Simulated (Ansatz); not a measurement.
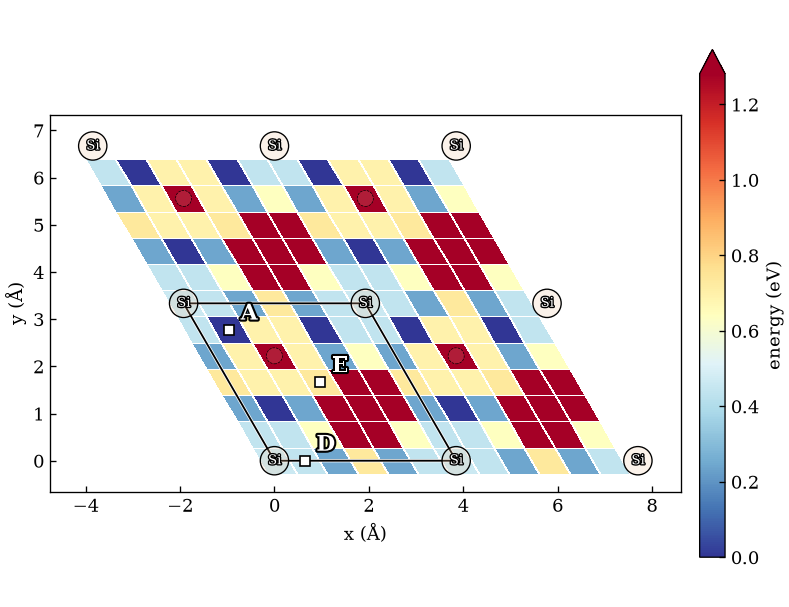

O on a Si(001) slab cut from the P6_3/mmc phase, its upper half relaxed before the scan (6 atoms of substrate and one adsorbate in a 1 × 1 cell). 
- O is moved over the surface cell; relaxed at each place: the height of the adsorbate's atoms; substrate rigid; the origin of the map has the adsorbate above Si6.
- Places are given modulo a cell vector. The map is drawn in real space over the plane of the surface.
- The scan uses a 6 × 6 grid; 10 points were computed and 26 follow by symmetry.
- Energies: eV, counted from the lowest grid point.
- At some places the adsorbate sinks to or below the level of the top layer. The magnetic moment jumps between some neighbouring points. With one adsorbate in each 1 × 1 cell, its nearest image is 3.9 Å away, so neighbouring adsorbates interact.
- Computed with Ansatz 0.2.0, DFT PBE, scalar-relativistic, plane waves, PAW. Settings: cutoff 420 eV, k-mesh 9×9×1, gaussian smearing 0.05 eV, spin-polarised.

In the figure: one coloured cell a grid point, labelled circles for the atoms of the top layer and small ones for the second layer, the outline of one cell of the 2 × 2 shown, one colour for all values above the top of the scale, lettered points.

Is E the lowest point of the computed grid?

Answer. No. E lies 0.73 eV above the lowest grid point, which is at (1/6, 2/6) of the cell vectors [nearest 1 Si at 1.59 Å].

Rank the lettered points by energy, lowest first.

Answer. A (0.00 eV), D (0.44 eV), E (0.73 eV).

PAW datasets: the set soft_1.
